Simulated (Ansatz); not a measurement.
## Zn86Mg10O96: single-point calculation (part 2 of 4)

Continued. System: Zn86Mg10O96 (192 atoms in the cell). Method: DFT, HSE06 with spin-orbit coupling, PAW, plane waves (Ansatz 0.2.0); cutoff 420 eV, 1×1×1 k-mesh, Fermi–Dirac smearing of 0.01 eV. The structure was built on a prototype by a generator; it need not be a known phase.

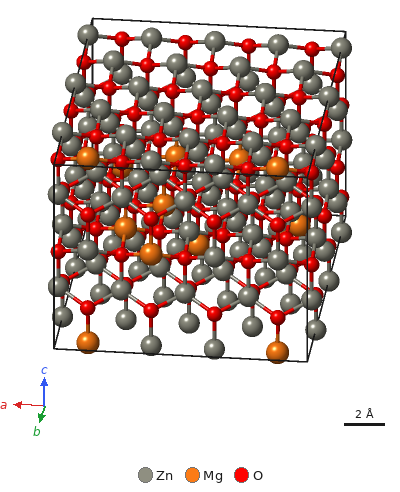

**Figure 1.** The structure as given in the input (ball-and-stick view of the cell of the calculation, seen at an oblique angle).

What the program printed, continued
```
k-points: 1
Projection manifold: j_resolved (fully-relativistic pseudo-atomic orbitals)
Non-local potential: Zn, projectors of the file, l = 0: 2, l = 1: 4, l = 2: 6, l = 3: 2
Non-local potential: Mg, projectors of the file, l = 0: 3, l = 1: 4, l = 2: 2
Non-local potential: O, projectors of the file, l = 0: 2, l = 1: 4, l = 2: 2
PAW form: soft (Blöchl's): semilocal exchange-correlation on the pseudo side does not see the compensation charge
PAW frozen core: Zn, regenerated for the run's functional, and the local potential with it (the file was generated under x = pbe(κ = 0.804, μ = 0.2195149727645171), c = pbe(β = 0.06672455060314922))
PAW frozen core: Mg, regenerated for the run's functional, and the local potential with it (the file was generated under x = pbe(κ = 0.804, μ = 0.2195149727645171), c = pbe(β = 0.06672455060314922))
PAW frozen core: O, regenerated for the run's functional, and the local potential with it (the file was generated under x = pbe(κ = 0.804, μ = 0.2195149727645171), c = pbe(β = 0.06672455060314922))
PAW one-centre angular grid: Zn, 590 points (default); XC on 197 of its mesh's 2673 points in the sphere
PAW one-centre angular grid: Mg, 110 points (default); XC on 160 Gauss nodes
PAW one-centre angular grid: O, 110 points (default); XC on 64 Gauss nodes
Initial density: superposition of atomic densities (chi_scale 0.1, normalization cell, long waves kept (reshape's long-wave potential 0.02 eV rms))
Initial wavefunctions: pseudopotential atomic-orbital guess
Functional: x = pbe(κ = 0.804, μ = 0.2195149727645171), c = pbe(β = 0.06672455060314922), warm-up for x = pbe(κ = 0.804, μ = 0.2195149727645171) + 0.25 (exact − pbe) at short range (hse, ω = 0.20786987370883472 Å⁻¹), c = pbe(β = 0.06672455060314922); HSE06 as pw.x's `hse` composes it (authors' and Libxc's form: `xc: wpbeh`)
SCF iter   1: F=—  HF=-359254.562524 eV  |F-HF|=—  |Δ(HF+E_count)|=         —  Δρ=1.02e-1  dr2=1.32e2  dr2_m=0.00e0 (ungated)  ethr=1.00e-1  |M|=0.00e0 ∫|m|=0.00e0 μB  |m|>n=0.0e0 m-floor=0.0e0 τ_xc=0.0e0  β_m=0.30  ⟨swp⟩=7.0  Hψ=7719  notcnv=0
preconditioner: auto → none  [insulator: Δε(μ)=1.482 eV  Ē_g=14.125 eV  σ=0.010 eV  W_gap=1.00  n_scr=678 (ndim 8)  ℏωp=31.5 eV  f_vac=0.000  D(μ)=0.00/eV (n_scr^D=0)]
SCF iter   2: F=—  HF=-359218.604877 eV  |F-HF|=—  |Δ(HF+E_count)|=    3.60e1  Δρ=3.97e-2  dr2=2.03e1  dr2_m=0.00e0 (ungated)  ethr=7.71e-3  |M|=0.00e0 ∫|m|=0.00e0 μB  |m|>n=0.0e0 m-floor=0.0e0 τ_xc=0.0e0  β_m=0.36  ⟨swp⟩=7.0  Hψ=6094  notcnv=0
SCF iter   3: F=—  HF=-359213.765779 eV  |F-HF|=—  |Δ(HF+E_count)|=    4.84e0  Δρ=1.99e-2  dr2=4.56e0  dr2_m=0.00e0 (ungated)  ethr=1.19e-3  |M|=0.00e0 ∫|m|=0.00e0 μB  |m|>n=0.0e0 m-floor=0.0e0 τ_xc=0.0e0  β_m=0.45  ⟨swp⟩=9.0  Hψ=4560  notcnv=0  defer=32
SCF iter   4: F=—  HF=-359213.670622 eV  |F-HF|=—  |Δ(HF+E_count)|=   9.52e-2  Δρ=6.44e-3  dr2=8.20e-1  dr2_m=0.00e0 (ungated)  ethr=2.67e-4  |M|=0.00e0 ∫|m|=0.00e0 μB  |m|>n=0.0e0 m-floor=0.0e0 τ_xc=0.0e0  β_m=0.43  ⟨swp⟩=9.0  Hψ=6555  notcnv=0  defer=30
SCF iter   5: F=—  HF=-359213.581521 eV  |F-HF|=—  |Δ(HF+E_count)|=   8.91e-2  Δρ=2.79e-3  dr2=9.45e-2  dr2_m=0.00e0 (ungated)  ethr=4.80e-5  |M|=0.00e0 ∫|m|=0.00e0 μB  |m|>n=0.0e0 m-floor=0.0e0 τ_xc=0.0e0  β_m=0.56  ⟨swp⟩=12.0  Hψ=5312  notcnv=0  defer=30
SCF iter   6: F=—  HF=-359213.678065 eV  |F-HF|=—  |Δ(HF+E_count)|=   9.65e-2  Δρ=2.23e-3  dr2=8.16e-2  dr2_m=0.00e0 (ungated)  ethr=5.53e-6  |M|=0.00e0 ∫|m|=0.00e0 μB  |m|>n=0.0e0 m-floor=0.0e0 τ_xc=0.0e0  β_m=0.46  ⟨swp⟩=9.0  Hψ=7614  notcnv=0  defer=22
SCF iter   7: F=—  HF=-359213.650506 eV  |F-HF|=—  |Δ(HF+E_count)|=   2.76e-2  Δρ=8.68e-4  dr2=9.85e-3  dr2_m=0.00e0 (ungated)  ethr=4.78e-6  |M|=0.00e0 ∫|m|=0.00e0 μB  |m|>n=0.0e0 m-floor=0.0e0 τ_xc=0.0e0  β_m=0.49  ⟨swp⟩=11.0  Hψ=5268  notcnv=0  defer=10
iter 8 solved again at ethr=4.95e-8 eV; its pass at ethr=5.77e-7 eV (dr2=8.45e-4 eV) is discarded
SCF iter   8: F=—  HF=-359213.645529 eV  |F-HF|=—  |Δ(HF+E_count)|=   4.98e-3  Δρ=2.50e-4  dr2=8.43e-4  dr2_m=0.00e0 (ungated)  ethr=4.95e-8  |M|=0.00e0 ∫|m|=0.00e0 μB  |m|>n=0.0e0 m-floor=0.0e0 τ_xc=0.0e0  β_m=0.47  ⟨swp⟩=4.0  Hψ=10558  notcnv=0  defer=10
SCF iter   9: F=—  HF=-359213.645472 eV  |F-HF|=—  |Δ(HF+E_count)|=   5.68e-5  Δρ=1.45e-4  dr2=2.75e-4  dr2_m=0.00e0 (ungated)  ethr=4.94e-8  |M|=0.00e0 ∫|m|=0.00e0 μB  |m|>n=0.0e0 m-floor=0.0e0 τ_xc=0.0e0  β_m=0.45  ⟨swp⟩=5.0  Hψ=3976  notcnv=0  defer=10
SCF iter  10: F=-359213.645373 eV  HF=-359213.645408 eV  |F-HF|=3.52e-5  |Δ(HF+E_count)|=   6.36e-5  Δρ=5.58e-5  dr2=3.65e-5  dr2_m=0.00e0 (ungated)  ethr=1.61e-8  |M|=0.00e0 ∫|m|=0.00e0 μB  |m|>n=0.0e0 m-floor=0.0e0 τ_xc=0.0e0  ⟨swp⟩=4.0  Hψ=3827  notcnv=0  defer=9
SCF 1 stopped early in 10 iterations: F = -359213.645373 eV  dr2 = 3.65e-5
  greatest PAW one-centre occupation: 1.000 electrons in one spin orbital (limit 2), on the Mg atom at site 88 (counted from 0), in its partial waves of l = 0
Projection manifold: j_resolved (fully-relativistic pseudo-atomic orbitals)
Initial density: handed on by an earlier stage of this run
Initial wavefunctions: those handed on with the density
Functional: x = pbe(κ = 0.804, μ = 0.2195149727645171) + 0.25 (exact − pbe) at short range (hse, ω = 0.20786987370883472 Å⁻¹), c = pbe(β = 0.06672455060314922); HSE06 as pw.x's `hse` composes it (authors' and Libxc's form: `xc: wpbeh`)
Exchange kernel: α = 0.2500, screened, ω = 0.2079 Å⁻¹, Wigner–Seitz truncation, v(0) = 985.6670 eV·Å³, q-mesh 1×1×1, nearest image of the exchange supercell L = 10.42 Å, pair-density grid 64×81×50, without the augmentation charges, whose exchange is taken in its separable form (sized by the pseudopotential files, 90×120×72 at the most), smooth part of the exchange summed in real space on grids 72×
Frozen-core exchange: fock
SCF iter   1: F=—  HF=-359153.908295 eV  |F-HF|=—  |Δ(HF+E_count)|=         —  Δρ=2.51e-2  dr2=7.73e0  dr2_m=0.00e0 (ungated)  ethr=2.14e-8  |M|=0.00e0 ∫|m|=0.00e0 μB  |m|>n=0.0e0 m-floor=0.0e0 τ_xc=0.0e0  β_m=0.30  ⟨swp⟩=16.0  Hψ=14059  notcnv=0
preconditioner: auto → none  [insulator: Δε(μ)=2.831 eV  Ē_g=15.801 eV  σ=0.010 eV  W_gap=1.00  n_scr=678 (ndim 8)  ℏωp=31.5 eV  f_vac=0.036  D(μ)=0.00/eV (n_scr^D=0)]
SCF iter   2: F=—  HF=-359150.923238 eV  |F-HF|=—  |Δ(HF+E_count)|=    2.99e0  Δρ=6.12e-3  dr2=4.65e-1  dr2_m=0.00e0 (ungated)  ethr=2.14e-8  |M|=0.00e0 ∫|m|=0.00e0 μB  |m|>n=0.0e0 m-floor=0.0e0 τ_xc=0.0e0  β_m=0.37  ⟨swp⟩=6.0  Hψ=11214  notcnv=0
SCF iter   3: F=—  HF=-359152.137885 eV  |F-HF|=—  |Δ(HF+E_count)|=    1.21e0  Δρ=4.49e-3  dr2=2.05e-1  dr2_m=0.00e0 (ungated)  ethr=2.14e-8  |M|=0.00e0 ∫|m|=0.00e0 μB  |m|>n=0.0e0 m-floor=0.0e0 τ_xc=0.0e0  β_m=0.37  ⟨swp⟩=6.0  Hψ=10536  notcnv=0
SCF iter   4: F=—  HF=-359152.169532 eV  |F-HF|=—  |Δ(HF+E_count)|=   3.16e-2  Δρ=1.88e-3  dr2=4.37e-2  dr2_m=0.00e0 (ungated)  ethr=2.14e-8  |M|=0.00e0 ∫|m|=0.00e0 μB  |m|>n=0.0e0 m-floor=0.0e0 τ_xc=0.0e0  β_m=0.63  ⟨swp⟩=5.0  Hψ=8700  notcnv=0
SCF iter   5: F=—  HF=-359152.242978 eV  |F-HF|=—  |Δ(HF+E_count)|=   7.34e-2  Δρ=1.47e-3  dr2=5.50e-2  dr2_m=0.00e0 (ungated)  ethr=2.14e-8  |M|=0.00e0 ∫|m|=0.00e0 μB  |m|>n=0.0e0 m-floor=0.0e0 τ_xc=0.0e0  β_m=0.53  ⟨swp⟩=5.0  Hψ=8813  notcnv=0
SCF iter   6: F=—  HF=-359152.234215 eV  |F-HF|=—  |Δ(HF+E_count)|=   8.76e-3  Δρ=2.05e-4  dr2=1.83e-3  dr2_m=0.00e0 (ungated)  ethr=2.14e-8  |M|=0.00e0 ∫|m|=0.00e0 μB  |m|>n=0.0e0 m-floor=0.0e0 τ_xc=0.0e0  β_m=0.67  ⟨swp⟩=5.0  Hψ=8681  notcnv=0
SCF iter   7: F=—  HF=-359152.254508 eV  |F-HF|=—  |Δ(HF+E_count)|=   2.03e-2  Δρ=1.98e-4  dr2=7.63e-4  dr2_m=0.00e0 (ungated)  ethr=2.14e-8  |M|=0.00e0 ∫|m|=0.00e0 μB  |m|>n=0.0e0 m-floor=0.0e0 τ_xc=0.0e0  β_m=0.67  ⟨swp⟩=6.0  Hψ=8392  notcnv=0
SCF iter   8: F=—  HF=-359152.254275 eV  |F-HF|=—  |Δ(HF+E_count)|=   2.33e-4  Δρ=1.66e-4  dr2=6.15e-4  dr2_m=0.00e0 (ungated)  ethr=2.14e-8  |M|=0.00e0 ∫|m|=0.00e0 μB  |m|>n=0.0e0 m-floor=0.0e0 τ_xc=0.0e0  β_m=0.50  ⟨swp⟩=4.0  Hψ=6482  notcnv=0
SCF iter   9: F=-359152.254107 eV  HF=-359152.254111 eV  |F-HF|=3.83e-6  |Δ(HF+E_count)|=   1.64e-4  Δρ=1.96e-5  dr2=1.48e-5  dr2_m=0.00e0 (ungated)  ethr=2.14e-8  |M|=0.00e0 ∫|m|=0.00e0 μB  |m|>n=0.0e0 m-floor=0.0e0 τ_xc=0.0e0  ⟨swp⟩=3.0  Hψ=4432  notcnv=0
SCF 2 stopped early in 9 iterations: F = -359152.254107 eV  dr2 = 1.48e-5
  Residual-converged pass: ⟨swp⟩=4.0  Hψ=5722  notcnv=0  max |occ|·‖R‖ = 5.2e-6 eV (tolerance 6.7e-6 eV)  dr2=1.43e-5  dr2_m=0.00e0 (ungated)  dr2_onsite=9.14e-7  max |Δocc| = 0.0e0
hybrid outer 1: dexx = +1.075e0 eV, tail = 2.73e-3 eV
Projection manifold: j_resolved (fully-relativistic pseudo-atomic orbitals)
SCF iter   1: F=—  HF=-359152.206230 eV  |F-HF|=—  |Δ(HF+E_count)|=         —  Δρ=9.37e-5  dr2=1.62e-4  dr2_m=0.00e0 (ungated)  ethr=8.00e-7  |M|=0.00e0 ∫|m|=0.00e0 μB  |m|>n=0.0e0 m-floor=0.0e0 τ_xc=0.0e0  β_m=0.30  ⟨swp⟩=11.0  Hψ=5255  notcnv=0
preconditioner: auto → none  [insulator: Δε(μ)=2.757 eV  Ē_g=15.567 eV  σ=0.010 eV  W_gap=1.00  n_scr=678 (ndim 8)  ℏωp=31.5 eV  f_vac=0.047  D(μ)=0.00/eV (n_scr^D=0)]
SCF iter   2: F=—  HF=-359152.206264 eV  |F-HF|=—  |Δ(HF+E_count)|=   3.34e-5  Δρ=2.43e-5  dr2=1.34e-5  dr2_m=0.00e0 (ungated)  ethr=7.81e-9  |M|=0.00e0 ∫|m|=0.00e0 μB  |m|>n=0.0e0 m-floor=0.0e0 τ_xc=0.0e0  β_m=0.43  ⟨swp⟩=4.0  Hψ=6706  notcnv=0
SCF iter   3: F=—  HF=-359152.206329 eV  |F-HF|=—  |Δ(HF+E_count)|=   6.56e-5  Δρ=2.43e-5  dr2=7.48e-6  dr2_m=0.00e0 (ungated)  ethr=2.62e-10  |M|=0.00e0 ∫|m|=0.00e0 μB  |m|>n=0.0e0 m-floor=0.0e0 τ_xc=0.0e0  β_m=0.43  ⟨swp⟩=7.0  Hψ=7833  notcnv=0  defer=12
SCF iter   4: F=—  HF=-359152.206328 eV  |F-HF|=—  |Δ(HF+E_count)|=   1.18e-6  Δρ=8.37e-6  dr2=4.67e-7  dr2_m=0.00e0 (ungated)  ethr=2.62e-10  |M|=0.00e0 ∫|m|=0.00e0 μB  |m|>n=0.0e0 m-floor=0.0e0 τ_xc=0.0e0  β_m=0.62  ⟨swp⟩=3.0  Hψ=5386  notcnv=0
SCF iter   5: F=-359152.206329 eV  HF=-359152.206329 eV  |F-HF|=6.64e-8  |Δ(HF+E_count)|=   1.17e-6  Δρ=2.20e-6  dr2=8.18e-8  dr2_m=0.00e0 (ungated)  ethr=3.40e-11 (applied; sched 2.23e-11)  |M|=0.00e0 ∫|m|=0.00e0 μB  |m|>n=0.0e0 m-floor=0.0e0 τ_xc=0.0e0  ⟨swp⟩=8.0  Hψ=5514  notcnv=0  defer=54
SCF 3 converged in 5 iterations: F = -359152.206329 eV  dr2 = 8.18e-8
  Residual-converged pass: ⟨swp⟩=3.0  Hψ=4071  notcnv=0  max |occ|·‖R‖ = 3.8e-6 eV (tolerance 4.4e-6 eV)  dr2=8.34e-8  dr2_m=0.00e0 (ungated)  dr2_onsite=2.48e-8  max |Δocc| = 0.0e0
hybrid outer 2: dexx = +6.622e-5 eV, tail = 7.80e-7 eV, Δε = 3.14e-3 eV (about 6.66e-5 eV left of the loop's levels), ΔF = 3.45e-3 eV/Å (tail 6.28e-4)
NSCF: frozen V_eff on 1 k-points
hybrid SCF converged: 2 outer / 14 inner (+10 warm-up), last move |dexx| = 6.62e-5 eV, tail = 7.80e-7 eV
Magnetization: |M| = 0.0000 μB,  M = (+0.0000, +0.0000, +0.0000) μB
Absolute magnetization: 0.0000 μB (∫|m|)
  site 0: m = (+0.0000, +0.0000, +0.0000) μB, |m| = 0.0000 μB  (R = 0.81 Å)
  site 1: m = (+0.0000, +0.0000, +0.0000) μB, |m| = 0.0000 μB  (R = 0.81 Å)
  site 2: m = (+0.0000, +0.0000, +0.0000) μB, |m| = 0.0000 μB  (R = 0.81 Å)
  site 3: m = (+0.0000, +0.0000, +0.0000) μB, |m| = 0.0000 μB  (R = 0.81 Å)
  site 4: m = (+0.0000, +0.0000, +0.0000) μB, |m| = 0.0000 μB  (R = 0.81 Å)
  site 5: m = (+0.0000, +0.0000, +0.0000) μB, |m| = 0.0000 μB  (R = 0.81 Å)
  site 6: m = (+0.0000, +0.0000, +0.0000) μB, |m| = 0.0000 μB  (R = 0.81 Å)
  site 7: m = (+0.0000, +0.0000, +0.0000) μB, |m| = 0.0000 μB  (R = 0.81 Å)
  site 8: m = (+0.0000, +0.0000, +0.0000) μB, |m| = 0.0000 μB  (R = 0.81 Å)
  site 9: m = (+0.0000, +0.0000, +0.0000) μB, |m| = 0.0000 μB  (R = 0.81 Å)
  site 10: m = (+0.0000, +0.0000, +0.0000) μB, |m| = 0.0000 μB  (R = 0.81 Å)
  site 11: m = (+0.0000, +0.0000, +0.0000) μB, |m| = 0.0000 μB  (R = 0.81 Å)
  site 12: m = (+0.0000, +0.0000, +0.0000) μB, |m| = 0.0000 μB  (R = 0.81 Å)
  site 13: m = (+0.0000, +0.0000, +0.0000) μB, |m| = 0.0000 μB  (R = 0.81 Å)
  site 14: m = (+0.0000, +0.0000, +0.0000) μB, |m| = 0.0000 μB  (R = 0.81 Å)
  site 15: m = (+0.0000, +0.0000, +0.0000) μB, |m| = 0.0000 μB  (R = 0.81 Å)
  site 16: m = (+0.0000, +0.0000, +0.0000) μB, |m| = 0.0000 μB  (R = 0.81 Å)
  site 17: m = (+0.0000, +0.0000, +0.0000) μB, |m| = 0.0000 μB  (R = 0.81 Å)
  site 18: m = (+0.0000, +0.0000, +0.0000) μB, |m| = 0.0000 μB  (R = 0.81 Å)
  site 19: m = (+0.0000, +0.0000, +0.0000) μB, |m| = 0.0000 μB  (R = 0.81 Å)
  site 20: m = (+0.0000, +0.0000, +0.0000) μB, |m| = 0.0000 μB  (R = 0.81 Å)
  site 21: m = (+0.0000, +0.0000, +0.0000) μB, |m| = 0.0000 μB  (R = 0.81 Å)
  site 22: m = (+0.0000, +0.0000, +0.0000) μB, |m| = 0.0000 μB  (R = 0.81 Å)
  site 23: m = (+0.0000, +0.0000, +0.0000) μB, |m| = 0.0000 μB  (R = 0.81 Å)
  site 24: m = (+0.0000, +0.0000, +0.0000) μB, |m| = 0.0000 μB  (R = 0.81 Å)
  site 25: m = (+0.0000, +0.0000, +0.0000) μB, |m| = 0.0000 μB  (R = 0.81 Å)
  site 26: m = (+0.0000, +0.0000, +0.0000) μB, |m| = 0.0000 μB  (R = 0.81 Å)
  site 27: m = (+0.0000, +0.0000, +0.0000) μB, |m| = 0.0000 μB  (R = 0.81 Å)
  site 28: m = (+0.0000, +0.0000, +0.0000) μB, |m| = 0.0000 μB  (R = 0.81 Å)
  site 29: m = (+0.0000, +0.0000, +0.0000) μB, |m| = 0.0000 μB  (R = 0.81 Å)
  site 30: m = (+0.0000, +0.0000, +0.0000) μB, |m| = 0.0000 μB  (R = 0.81 Å)
  site 31: m = (+0.0000, +0.0000, +0.0000) μB, |m| = 0.0000 μB  (R = 0.81 Å)
  site 32: m = (+0.0000, +0.0000, +0.0000) μB, |m| = 0.0000 μB  (R = 0.81 Å)
  site 33: m = (+0.0000, +0.0000, +0.0000) μB, |m| = 0.0000 μB  (R = 0.81 Å)
  site 34: m = (+0.0000, +0.0000, +0.0000) μB, |m| = 0.0000 μB  (R = 0.81 Å)
  site 35: m = (+0.0000, +0.0000, +0.0000) μB, |m| = 0.0000 μB  (R = 0.81 Å)
  site 36: m = (+0.0000, +0.0000, +0.0000) μB, |m| = 0.0000 μB  (R = 0.81 Å)
  site 37: m = (+0.0000, +0.0000, +0.0000) μB, |m| = 0.0000 μB  (R = 0.81 Å)
  site 38: m = (+0.0000, +0.0000, +0.0000) μB, |m| = 0.0000 μB  (R = 0.81 Å)
  site 39: m = (+0.0000, +0.0000, +0.0000) μB, |m| = 0.0000 μB  (R = 0.81 Å)
  site 40: m = (+0.0000, +0.0000, +0.0000) μB, |m| = 0.0000 μB  (R = 0.81 Å)
  site 41: m = (+0.0000, +0.0000, +0.0000) μB, |m| = 0.0000 μB  (R = 0.81 Å)
  site 42: m = (+0.0000, +0.0000, +0.0000) μB, |m| = 0.0000 μB  (R = 0.81 Å)
  site 43: m = (+0.0000, +0.0000, +0.0000) μB, |m| = 0.0000 μB  (R = 0.81 Å)
  site 44: m = (+0.0000, +0.0000, +0.0000) μB, |m| = 0.0000 μB  (R = 0.81 Å)
  site 45: m = (+0.0000, +0.0000, +0.0000) μB, |m| = 0.0000 μB  (R = 0.81 Å)
  site 46: m = (+0.0000, +0.0000, +0.0000) μB, |m| = 0.0000 μB  (R = 0.81 Å)
  site 47: m = (+0.0000, +0.0000, +0.0000) μB, |m| = 0.0000 μB  (R = 0.81 Å)
  site 48: m = (+0.0000, +0.0000, +0.0000) μB, |m| = 0.0000 μB  (R = 0.81 Å)
  site 49: m = (+0.0000, +0.0000, +0.0000) μB, |m| = 0.0000 μB  (R = 0.81 Å)
```
